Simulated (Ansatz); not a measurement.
The coordinates of a crystal:

```
CELL_PARAMETERS angstrom
12.45413 0.00000 0.00000
0.00000 3.08327 0.00000
-1.39226 0.00000 5.71032
ATOMIC_POSITIONS crystal
Ga 0.84152 0.50000 0.18586
Ga 0.65848 0.00000 0.81414
Ga 0.91010 0.00000 0.70529
Ga 0.58990 0.50000 0.29471
O 0.50398 0.00000 0.24325
O 0.99602 0.50000 0.75675
O 0.82632 0.00000 0.93565
O 0.67368 0.50000 0.06435
O 0.66353 0.50000 0.60918
O 0.83647 0.00000 0.39082
Ga 0.34152 0.00000 0.18586
Ga 0.15848 0.50000 0.81414
Ga 0.41010 0.50000 0.70529
Ga 0.08990 0.00000 0.29471
O 0.00398 0.50000 0.24325
O 0.49602 0.00000 0.75675
O 0.32632 0.50000 0.93565
O 0.17368 0.00000 0.06435
O 0.16353 0.00000 0.60918
O 0.33647 0.50000 0.39082
```

> Interpret the file: composition, symmetry and coordination.

The formula is Ga$_{2}$O$_{3}$. Its lattice is base-centred monoclinic, its space group C2/m (No. 12). One cell contains 8 Ga, 12 O, 20 atoms in all. Ga takes two kinds of site: 4i with six O in a distorted octahedral arrangement at 1.97 to 2.11 Å; 4i with four O in a distorted tetrahedral arrangement at 1.86 to 1.90 Å. O takes three kinds of site: 4i with three Ga in a distorted trigonal planar arrangement at 1.86 to 1.97 Å; 4i with four Ga in a distorted tetrahedral arrangement at 1.90 to 2.11 Å; 4i with three Ga at 1.86 to 1.97 Å. The bonds build a three-dimensional framework.

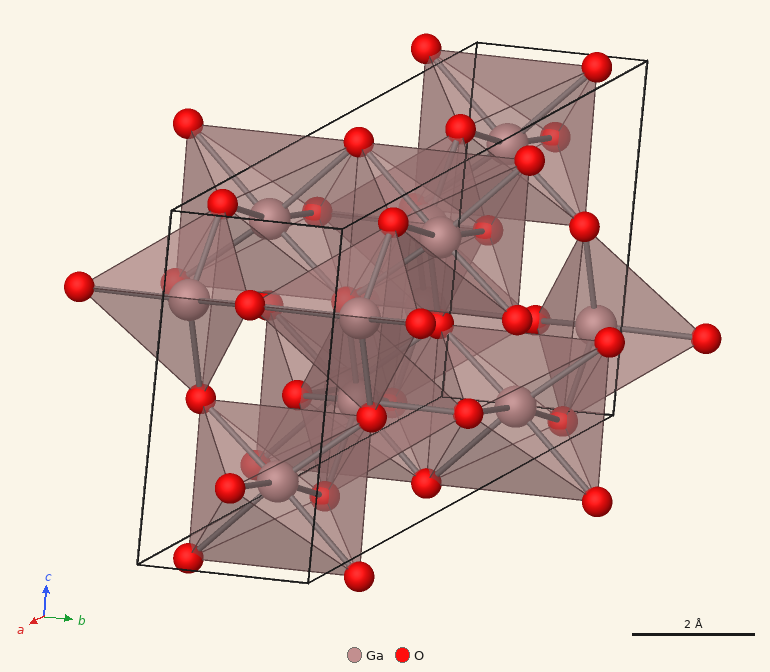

This polyhedral model is shown slightly off an axis. The conventional unit cell is outlined; an atom on or near a face, edge or corner is repeated at each equivalent position. Some neighbours outside the box are added.

Starting structure: a structure listed in the Materials Project. The atoms were relaxed in a fixed cell with DFT PBE, scalar-relativistic, plane waves, PAW (Ansatz).
